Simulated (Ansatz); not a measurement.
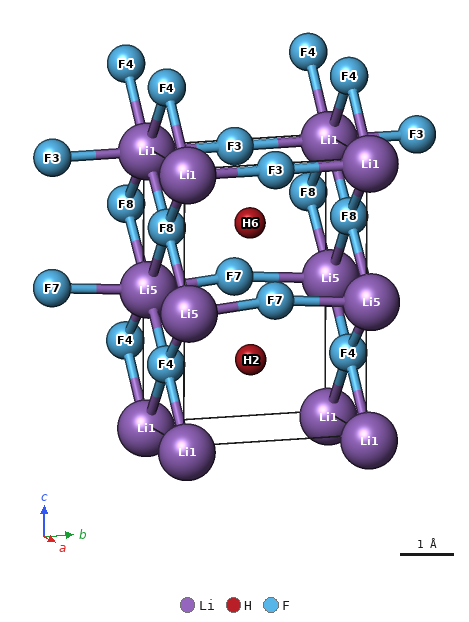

**Figure 1.** The input geometry (ball-and-stick view of the cell of the calculation, set on other vectors, seen slightly off an axis; bonded neighbours outside the cell are drawn too; atoms are numbered from 1 in the order of the input).

Run report: LiHF2, geometry relaxation (part 1 of 4)

The run: geometry relaxation of LiHF2 (8 atoms in the cell). Method and program: DFT, PBEsol, plane waves, PAW, no spin polarisation (Ansatz 0.2.0).

The structure was built on a prototype by a generator; it need not be a known phase. Figures and captions count atoms from 1; the log counts them from 0 in places.

Output
```
Engine: ansatz 0.2.0, x86_64-unknown-linux-gnu
Pseudopotentials: kind: paw
Pseudopotential: Li, paw, valence charge 3, recommended cutoff 420 eV (normal), Li.paw.azcp
Pseudopotential: H, paw, valence charge 1, recommended cutoff 420 eV (normal), H.paw.azcp
Pseudopotential: F, paw, valence charge 7, recommended cutoff 420 eV (normal), F.paw.azcp
Functional definition: PBEsol
  exchange = pbesol_x
  correlation = pbesol_c
Crystal: 8 atoms, lattice volume = 53.370 Å³
Basis set: ecut = 420 eV, 1047 PW (Γ), exchange–correlation on 40×72×50 points (8 copies of the dense FFT grid, shifted against one another)
Bands: 26, of which v1, the nominal top of the filled ones, is band 18 counted from 1 (17 counted from 0)
Symmetry: 1 space group operations
Space group: P1 (ITA 1), of the structure as read, at distance tolerance 3.8e-5 Å
k-points: 76 of 144 (time reversal used)
Non-local potential: Li, projectors of the file, l = 0: 3, l = 1: 2, l = 2: 1
Non-local potential: H, projectors of the file, l = 0: 2, l = 1: 1
Non-local potential: F, projectors of the file, l = 0: 2, l = 1: 2, l = 2: 1
PAW form: soft (Blöchl's): semilocal exchange-correlation on the pseudo side does not see the compensation charge
PAW frozen core: F, regenerated for the run's functional, and the local potential with it (the file was generated under x = pbe(κ = 0.804, μ = 0.2195149727645171), c = pbe(β = 0.06672455060314922))
PAW one-centre angular grid: Li, 110 points (default); XC on 64 Gauss nodes
PAW one-centre angular grid: H, 110 points (default); XC on 64 Gauss nodes
PAW one-centre angular grid: F, 110 points (default); XC on 64 Gauss nodes
Initial density: superposition of atomic densities (neutral atoms: chi_scale 0, normalization atom), corrected by the library's trained network
Initial wavefunctions: pseudopotential atomic-orbital guess
Functional: x = pbesol(κ = 0.804, μ = 0.12345679012345678), c = pbesol(β = 0.046)
SCF iter   1: F=—  HF=-3640.845091 eV  |F-HF|=—  |Δ(HF+E_count)|=         —  Δρ=1.52e-2  dr2=6.64e-2  ethr=1.77e-3  ⟨swp⟩=5.8  Hψ=8736  notcnv=0  defer=12
preconditioner: auto → none  [insulator: Δε(μ)=1.942 eV  Ē_g=19.596 eV  σ=0.050 eV  W_gap=1.00  n_scr=12 (ndim 8)  ℏωp=28.8 eV  f_vac=0.000  D(μ)=0.00/eV (n_scr^D=0)  ε∞_Penn≈3.2]
SCF iter   2: F=—  HF=-3640.828360 eV  |F-HF|=—  |Δ(HF+E_count)|=   1.67e-2  Δρ=3.19e-3  dr2=3.15e-3  ethr=1.84e-4  ⟨swp⟩=3.0  Hψ=4170  notcnv=0  defer=219
SCF iter   3: F=—  HF=-3640.829104 eV  |F-HF|=—  |Δ(HF+E_count)|=   7.44e-4  Δρ=1.07e-3  dr2=2.79e-4  ethr=8.74e-6  ⟨swp⟩=2.8  Hψ=3279  notcnv=0  defer=219
SCF iter   4: F=—  HF=-3640.829303 eV  |F-HF|=—  |Δ(HF+E_count)|=   1.99e-4  Δρ=1.25e-4  dr2=4.66e-6  ethr=7.75e-7  ⟨swp⟩=2.0  Hψ=3071  notcnv=0  defer=219
SCF iter   5: F=—  HF=-3640.829390 eV  |F-HF|=—  |Δ(HF+E_count)|=   8.73e-5  Δρ=3.77e-5  dr2=4.71e-7  ethr=1.29e-8  ⟨swp⟩=2.0  Hψ=3124  notcnv=0  defer=219
SCF iter   6: F=-3640.829390 eV  HF=-3640.829390 eV  |F-HF|=1.68e-9  |Δ(HF+E_count)|=   1.41e-8  Δρ=6.62e-6  dr2=1.40e-8  ethr=2.78e-10  ⟨swp⟩=6.9  Hψ=8890  notcnv=0
SCF 1 converged in 6 iterations: F = -3640.829390 eV  dr2 = 1.40e-8
  greatest PAW one-centre occupation: 1.000 electrons in one spin orbital (limit 2), on the Li atom at site 4 (counted from 0), in its partial waves of l = 0
relax step   1: F+E_penalty+E_count = -3640.82939007 eV  Δ(F+E_penalty+E_count) = +0.000e0 eV  max|allowed force component| = 1.074e0 eV/Å  Δτ_max = 0.0000 Å  P = +0.119 GPa  Ω = 53.370 Å³  (6 SCF iters, dr2 threshold 1.00e-7 eV, accepted)
Crystal: 8 atoms, lattice volume = 53.548 Å³
Initial density: handed on by an earlier stage of this run
Initial wavefunctions: those handed on with the density
iter 1 solved again at ethr=2.07e-4 eV; its pass at ethr=3.10e-3 eV (dr2=7.47e-2 eV) is discarded
SCF iter   1: F=—  HF=-3641.391028 eV  |F-HF|=—  |Δ(HF+E_count)|=         —  Δρ=1.84e-2  dr2=7.46e-2  ethr=2.07e-4  ⟨swp⟩=2.0  Hψ=10123  notcnv=0
preconditioner: auto → none  [insulator: Δε(μ)=2.704 eV  Ē_g=19.837 eV  σ=0.050 eV  W_gap=1.00  n_scr=12 (ndim 8)  ℏωp=28.7 eV  f_vac=0.000  D(μ)=0.00/eV (n_scr^D=0)  ε∞_Penn≈3.1]
SCF iter   2: F=—  HF=-3641.399273 eV  |F-HF|=—  |Δ(HF+E_count)|=   8.24e-3  Δρ=8.02e-3  dr2=1.34e-2  ethr=2.07e-4  ⟨swp⟩=2.1  Hψ=2588  notcnv=0
SCF iter   3: F=—  HF=-3641.403040 eV  |F-HF|=—  |Δ(HF+E_count)|=   3.77e-3  Δρ=1.12e-3  dr2=3.37e-4  ethr=3.73e-5  ⟨swp⟩=2.1  Hψ=2686  notcnv=0  defer=4
SCF iter   4: F=—  HF=-3641.402806 eV  |F-HF|=—  |Δ(HF+E_count)|=   2.34e-4  Δρ=2.08e-4  dr2=8.63e-6  ethr=9.37e-7  ⟨swp⟩=2.3  Hψ=2954  notcnv=0  defer=4
iter 5 did not close the SCF: its close was put off for the readings that it lacked (scf_convergence_deferred on its scf_iter line)
SCF iter   5: F=-3641.402806 eV  HF=-3641.402806 eV  |F-HF|=1.59e-7  |Δ(HF+E_count)|=   3.76e-7  Δρ=4.16e-5  dr2=4.57e-7  ethr=2.40e-8  ⟨swp⟩=2.7  Hψ=3088  notcnv=0  defer=4
SCF iter   6: F=-3641.402806 eV  HF=-3641.402806 eV  |F-HF|=1.08e-8  |Δ(HF+E_count)|=   3.97e-8  Δρ=1.00e-5  dr2=3.04e-8  ethr=1.27e-9  ⟨swp⟩=5.0  Hψ=10535  notcnv=0
SCF 2 converged in 6 iterations: F = -3641.402806 eV  dr2 = 3.04e-8
relax step   2: F+E_penalty+E_count = -3641.40280578 eV  Δ(F+E_penalty+E_count) = -5.734e-1 eV  max|allowed force component| = 2.228e0 eV/Å  Δτ_max = 0.1287 Å  P = -0.516 GPa  Ω = 53.548 Å³  energy of the carried Pulay correction = -1.152e-3 eV  (6 SCF iters, dr2 threshold 8.00e-7 eV, accepted)
[... from here on the SCF iterations and repeated set-up lines of each step are left out, up to the last step ...]
SCF 3 converged in 6 iterations: F = -3642.754436 eV  dr2 = 8.52e-8
relax step   3: F+E_penalty+E_count = -3642.75443584 eV  Δ(F+E_penalty+E_count) = -1.352e0 eV  max|allowed force component| = 3.040e0 eV/Å  Δτ_max = 0.2000 Å  P = -1.003 GPa  Ω = 54.659 Å³  energy of the carried Pulay correction = -8.247e-3 eV  (6 SCF iters, dr2 threshold 8.00e-7 eV, accepted)
SCF 4 converged in 8 iterations: F = -3644.428664 eV  dr2 = 4.07e-8
relax step   4: F+E_penalty+E_count = -3644.42866437 eV  Δ(F+E_penalty+E_count) = -1.674e0 eV  max|allowed force component| = 8.486e-1 eV/Å  Δτ_max = 0.1937 Å  P = +7.286 GPa  Ω = 55.396 Å³  energy of the carried Pulay correction = -1.287e-2 eV  (8 SCF iters, dr2 threshold 8.00e-7 eV, accepted)
SCF 5 converged in 7 iterations: F = -3644.681593 eV  dr2 = 1.83e-7
relax step   5: F+E_penalty+E_count = -3644.68159345 eV  Δ(F+E_penalty+E_count) = -2.529e-1 eV  max|allowed force component| = 3.183e0 eV/Å  Δτ_max = 0.1996 Å  P = +7.707 GPa  Ω = 60.029 Å³  energy of the carried Pulay correction = -4.058e-2 eV  (7 SCF iters, dr2 threshold 8.00e-7 eV, accepted)
SCF 6 converged in 8 iterations: F = -3644.893997 eV  dr2 = 2.77e-8
relax step   6: F+E_penalty+E_count = -3644.89399685 eV  Δ(F+E_penalty+E_count) = -2.124e-1 eV  max|allowed force component| = 1.387e0 eV/Å  Δτ_max = 0.1962 Å  P = -6.331 GPa  Ω = 64.923 Å³  energy of the carried Pulay correction = -6.752e-2 eV  (8 SCF iters, dr2 threshold 8.00e-7 eV, accepted)
SCF 7 converged in 7 iterations: F = -3645.376697 eV  dr2 = 3.84e-7
relax step   7: F+E_penalty+E_count = -3645.37669729 eV  Δ(F+E_penalty+E_count) = -4.827e-1 eV  max|allowed force component| = 9.090e-1 eV/Å  Δτ_max = 0.2000 Å  P = -0.466 GPa  Ω = 61.734 Å³  energy of the carried Pulay correction = -5.022e-2 eV  (7 SCF iters, dr2 threshold 8.00e-7 eV, accepted)
SCF 8 converged in 7 iterations: F = -3645.685732 eV  dr2 = 1.09e-7
relax step   8: F+E_penalty+E_count = -3645.68573238 eV  Δ(F+E_penalty+E_count) = -3.090e-1 eV  max|allowed force component| = 4.492e-1 eV/Å  Δτ_max = 0.2000 Å  P = +2.425 GPa  Ω = 60.759 Å³  energy of the carried Pulay correction = -4.475e-2 eV  (7 SCF iters, dr2 threshold 8.00e-7 eV, accepted)
SCF 9 converged in 6 iterations: F = -3645.726620 eV  dr2 = 7.23e-7
relax step   9: F+E_penalty+E_count = -3645.72661987 eV  Δ(F+E_penalty+E_count) = -4.089e-2 eV  max|allowed force component| = 1.082e-1 eV/Å  Δτ_max = 0.1006 Å  P = +0.354 GPa  Ω = 61.382 Å³  energy of the carried Pulay correction = -4.826e-2 eV  (6 SCF iters, dr2 threshold 8.00e-7 eV, accepted)
SCF 10 converged in 6 iterations: F = -3645.732088 eV  dr2 = 3.55e-8
relax step  10: F+E_penalty+E_count = -3645.73208795 eV  Δ(F+E_penalty+E_count) = -5.468e-3 eV  max|allowed force component| = 8.289e-2 eV/Å  Δτ_max = 0.0575 Å  P = -0.064 GPa  Ω = 61.696 Å³  energy of the carried Pulay correction = -5.001e-2 eV  (6 SCF iters, dr2 threshold 8.00e-7 eV, accepted)
SCF 11 converged in 5 iterations: F = -3645.735281 eV  dr2 = 7.23e-8
relax step  11: F+E_penalty+E_count = -3645.73528050 eV  Δ(F+E_penalty+E_count) = -3.193e-3 eV  max|allowed force component| = 8.288e-3 eV/Å  Δτ_max = 0.0172 Å  P = +0.112 GPa  Ω = 61.608 Å³  energy of the carried Pulay correction = -4.952e-2 eV  (5 SCF iters, dr2 threshold 6.16e-7 eV, accepted)
SCF 12 converged in 5 iterations: F = -3645.735018 eV  dr2 = 4.81e-9
relax step  12: F+E_penalty+E_count = -3645.73501822 eV  Δ(F+E_penalty+E_count) = +2.623e-4 eV  max|allowed force component| = 6.700e-3 eV/Å  Δτ_max = 0.0022 Å  P = +0.011 GPa  Ω = 61.663 Å³  energy of the carried Pulay correction = -4.983e-2 eV  (5 SCF iters, dr2 threshold 5.23e-8 eV, accepted)
SCF 13 converged in 8 iterations: F = -3645.894331 eV  dr2 = 2.73e-11
relax step  13: F+E_penalty+E_count = -3645.89433142 eV  Δ(F+E_penalty+E_count) = -1.593e-1 eV  max|allowed force component| = 1.139e-2 eV/Å  Δτ_max = 0.0000 Å  P = +3.777 GPa  Ω = 61.663 Å³  stress off target by 6.21e0 GPa  SCF on the basis re-selected at this cell (its energy is not comparable with the rows above)  (8 SCF iters)
SCF 14 converged in 6 iterations: F = -3645.946035 eV  dr2 = 3.05e-8
relax step  14: F+E_penalty+E_count = -3645.94603497 eV  Δ(F+E_penalty+E_count) = -5.170e-2 eV  max|allowed force component| = 4.819e-2 eV/Å  Δτ_max = 0.0143 Å  P = +1.322 GPa  Ω = 64.369 Å³  energy of the carried Pulay correction = -1.614e-2 eV  (6 SCF iters, dr2 threshold 8.00e-7 eV, accepted)
SCF 15 converged in 6 iterations: F = -3645.942186 eV  dr2 = 1.28e-7
relax step  15: F+E_penalty+E_count = -3645.94218587 eV  Δ(F+E_penalty+E_count) = +3.849e-3 eV  max|allowed force component| = 2.534e-1 eV/Å  Δτ_max = 0.0271 Å  P = -1.266 GPa  Ω = 66.013 Å³  energy of the carried Pulay correction = -2.613e-2 eV  (6 SCF iters, dr2 threshold 8.00e-7 eV, accepted)
SCF 16 converged in 5 iterations: F = -3645.951647 eV  dr2 = 7.12e-7
relax step  16: F+E_penalty+E_count = -3645.95164671 eV  Δ(F+E_penalty+E_count) = -9.461e-3 eV  max|allowed force component| = 1.692e-2 eV/Å  Δτ_max = 0.0080 Å  P = +0.032 GPa  Ω = 65.519 Å³  energy of the carried Pulay correction = -2.349e-2 eV  (5 SCF iters, dr2 threshold 8.00e-7 eV, accepted)
SCF 17 converged in 5 iterations: F = -3645.952102 eV  dr2 = 3.48e-8
relax step  17: F+E_penalty+E_count = -3645.95210241 eV  Δ(F+E_penalty+E_count) = -4.557e-4 eV  max|allowed force component| = 9.706e-3 eV/Å  Δτ_max = 0.0076 Å  P = -0.027 GPa  Ω = 65.525 Å³  energy of the carried Pulay correction = -2.352e-2 eV  (5 SCF iters, dr2 threshold 2.63e-7 eV, accepted)
SCF 18 converged in 5 iterations: F = -3645.952656 eV  dr2 = 8.51e-8
relax step  18: F+E_penalty+E_count = -3645.95265561 eV  Δ(F+E_penalty+E_count) = -5.532e-4 eV  max|allowed force component| = 1.503e-2 eV/Å  Δτ_max = 0.0068 Å  P = -0.017 GPa  Ω = 65.526 Å³  energy of the carried Pulay correction = -2.336e-2 eV  (5 SCF iters, dr2 threshold 8.66e-8 eV, accepted)
SCF 19 converged in 5 iterations: F = -3645.953080 eV  dr2 = 7.12e-9
relax step  19: F+E_penalty+E_count = -3645.95307990 eV  Δ(F+E_penalty+E_count) = -4.243e-4 eV  max|allowed force component| = 1.280e-3 eV/Å  Δτ_max = 0.0045 Å  P = -0.003 GPa  Ω = 65.455 Å³  energy of the carried Pulay correction = -2.302e-2 eV  (5 SCF iters, dr2 threshold 1.41e-8 eV, accepted)
SCF 20 converged in 8 iterations: F = -3646.002324 eV  dr2 = 5.77e-12
relax step  20: F+E_penalty+E_count = -3646.00232364 eV  Δ(F+E_penalty+E_count) = -4.924e-2 eV  max|allowed force component| = 3.736e-3 eV/Å  Δτ_max = 0.0000 Å  P = +1.177 GPa  Ω = 65.455 Å³  stress off target by 2.39e0 GPa  SCF on the basis re-selected at this cell (its energy is not comparable with the rows above)  (8 SCF iters)
SCF 21 converged in 5 iterations: F = -3646.012769 eV  dr2 = 2.36e-7
relax step  21: F+E_penalty+E_count = -3646.01276903 eV  Δ(F+E_penalty+E_count) = -1.045e-2 eV  max|allowed force component| = 7.539e-3 eV/Å  Δτ_max = 0.0218 Å  P = +0.572 GPa  Ω = 66.542 Å³  energy of the carried Pulay correction = -6.722e-3 eV  (5 SCF iters, dr2 threshold 8.00e-7 eV, accepted)
SCF 22 converged in 5 iterations: F = -3646.010899 eV  dr2 = 2.72e-7
relax step  22: F+E_penalty+E_count = -3646.01089922 eV  Δ(F+E_penalty+E_count) = +1.870e-3 eV  max|allowed force component| = 2.551e-2 eV/Å  Δτ_max = 0.0138 Å  P = -0.026 GPa  Ω = 67.526 Å³  energy of the carried Pulay correction = -1.338e-2 eV  (5 SCF iters, dr2 threshold 8.00e-7 eV, accepted)
SCF 23 converged in 5 iterations: F = -3646.011818 eV  dr2 = 3.61e-8
relax step  23: F+E_penalty+E_count = -3646.01181849 eV  Δ(F+E_penalty+E_count) = -9.193e-4 eV  max|allowed force component| = 3.085e-2 eV/Å  Δτ_max = 0.0094 Å  P = +0.034 GPa  Ω = 67.442 Å³  energy of the carried Pulay correction = -1.284e-2 eV  (5 SCF iters, dr2 threshold 7.68e-8 eV, accepted)
SCF 24 converged in 5 iterations: F = -3646.011047 eV  dr2 = 4.53e-8
relax step  24: F+E_penalty+E_count = -3646.01104665 eV  Δ(F+E_penalty+E_count) = +7.718e-4 eV  max|allowed force component| = 4.590e-2 eV/Å  Δτ_max = 0.0042 Å  P = -0.135 GPa  Ω = 67.538 Å³  energy of the carried Pulay correction = -1.350e-2 eV  (5 SCF iters, dr2 threshold 5.95e-8 eV, rejected (line search))
SCF 25 converged in 7 iterations: F = -3646.011804 eV  dr2 = 1.23e-11
relax step  25: F+E_penalty+E_count = -3646.01180394 eV  Δ(F+E_penalty+E_count) = +1.455e-5 eV  max|allowed force component| = 2.864e-3 eV/Å  Δτ_max = 0.0020 Å  P = +0.010 GPa  Ω = 67.455 Å³  energy of the carried Pulay correction = -1.296e-2 eV  (7 SCF iters, accepted)
SCF 26 converged in 7 iterations: F = -3646.033573 eV  dr2 = 3.71e-12
relax step  26: F+E_penalty+E_count = -3646.03357282 eV  Δ(F+E_penalty+E_count) = -2.177e-2 eV  max|allowed force component| = 3.712e-3 eV/Å  Δτ_max = 0.0000 Å  P = +0.279 GPa  Ω = 67.455 Å³  stress off target by 1.00e0 GPa  SCF on the basis re-selected at this cell (its energy is not comparable with the rows above)  (7 SCF iters)
SCF 27 converged in 5 iterations: F = -3646.037478 eV  dr2 = 4.25e-7
relax step  27: F+E_penalty+E_count = -3646.03747752 eV  Δ(F+E_penalty+E_count) = -3.905e-3 eV  max|allowed force component| = 8.607e-3 eV/Å  Δτ_max = 0.0225 Å  P = +0.187 GPa  Ω = 67.794 Å³  energy of the carried Pulay correction = -2.130e-3 eV  (5 SCF iters, dr2 threshold 8.00e-7 eV, accepted)
SCF 28 converged in 5 iterations: F = -3646.036015 eV  dr2 = 1.38e-7
relax step  28: F+E_penalty+E_count = -3646.03601465 eV  Δ(F+E_penalty+E_count) = +1.463e-3 eV  max|allowed force component| = 4.097e-3 eV/Å  Δτ_max = 0.0132 Å  P = -0.025 GPa  Ω = 68.272 Å³  energy of the carried Pulay correction = -4.978e-3 eV  (5 SCF iters, dr2 threshold 5.50e-7 eV, accepted)
SCF 29 converged in 5 iterations: F = -3646.036321 eV  dr2 = 8.57e-10
relax step  29: F+E_penalty+E_count = -3646.03632063 eV  Δ(F+E_penalty+E_count) = -3.060e-4 eV  max|allowed force component| = 1.567e-3 eV/Å  Δτ_max = 0.0008 Å  P = -0.008 GPa  Ω = 68.230 Å³  energy of the carried Pulay correction = -4.694e-3 eV  (5 SCF iters, dr2 threshold 1.32e-8 eV, accepted)
SCF 30 converged in 6 iterations: F = -3646.044851 eV  dr2 = 6.24e-11
relax step  30: F+E_penalty+E_count = -3646.04485135 eV  Δ(F+E_penalty+E_count) = -8.531e-3 eV  max|allowed force component| = 2.612e-3 eV/Å  Δτ_max = 0.0000 Å  P = +0.109 GPa  Ω = 68.230 Å³  stress off target by 5.36e-1 GPa  SCF on the basis re-selected at this cell (its energy is not comparable with the rows above)  (6 SCF iters)
SCF 31 converged in 5 iterations: F = -3646.045993 eV  dr2 = 1.89e-7
relax step  31: F+E_penalty+E_count = -3646.04599309 eV  Δ(F+E_penalty+E_count) = -1.142e-3 eV  max|allowed force component| = 6.380e-3 eV/Å  Δτ_max = 0.0160 Å  P = +0.131 GPa  Ω = 68.390 Å³  energy of the carried Pulay correction = -1.061e-3 eV  (5 SCF iters, dr2 threshold 7.19e-7 eV, accepted)
SCF 32 converged in 6 iterations: F = -3646.039615 eV  dr2 = 3.77e-8
relax step  32: F+E_penalty+E_count = -3646.03961511 eV  Δ(F+E_penalty+E_count) = +6.378e-3 eV  max|allowed force component| = 1.016e-1 eV/Å  Δτ_max = 0.0170 Å  P = -0.369 GPa  Ω = 68.724 Å³  energy of the carried Pulay correction = -2.781e-3 eV  (6 SCF iters, dr2 threshold 1.47e-7 eV, rejected (line search))
SCF 33 converged in 8 iterations: F = -3646.045680 eV  dr2 = 1.33e-11
relax step  33: F+E_penalty+E_count = -3646.04568017 eV  Δ(F+E_penalty+E_count) = +3.129e-4 eV  max|allowed force component| = 3.774e-3 eV/Å  Δτ_max = 0.0021 Å  P = +0.082 GPa  Ω = 68.480 Å³  energy of the carried Pulay correction = -1.557e-3 eV  (8 SCF iters, accepted)
SCF 34 converged in 5 iterations: F = -3646.044887 eV  dr2 = 6.62e-9
relax step  34: F+E_penalty+E_count = -3646.04488715 eV  Δ(F+E_penalty+E_count) = +7.930e-4 eV  max|allowed force component| = 1.090e-3 eV/Å  Δτ_max = 0.0037 Å  P = +0.006 GPa  Ω = 68.642 Å³  energy of the carried Pulay correction = -2.489e-3 eV  (5 SCF iters, dr2 threshold 6.20e-8 eV, accepted)
SCF 35 converged in 6 iterations: F = -3646.048623 eV  dr2 = 6.42e-11
relax step  35: F+E_penalty+E_count = -3646.04862315 eV  Δ(F+E_penalty+E_count) = -3.736e-3 eV  max|allowed force component| = 7.539e-4 eV/Å  Δτ_max = 0.0000 Å  P = +0.054 GPa  Ω = 68.642 Å³  stress off target by 2.83e-1 GPa  SCF on the basis re-selected at this cell (its energy is not comparable with the rows above)  (6 SCF iters)
SCF 36 converged in 5 iterations: F = -3646.048422 eV  dr2 = 6.44e-8
```
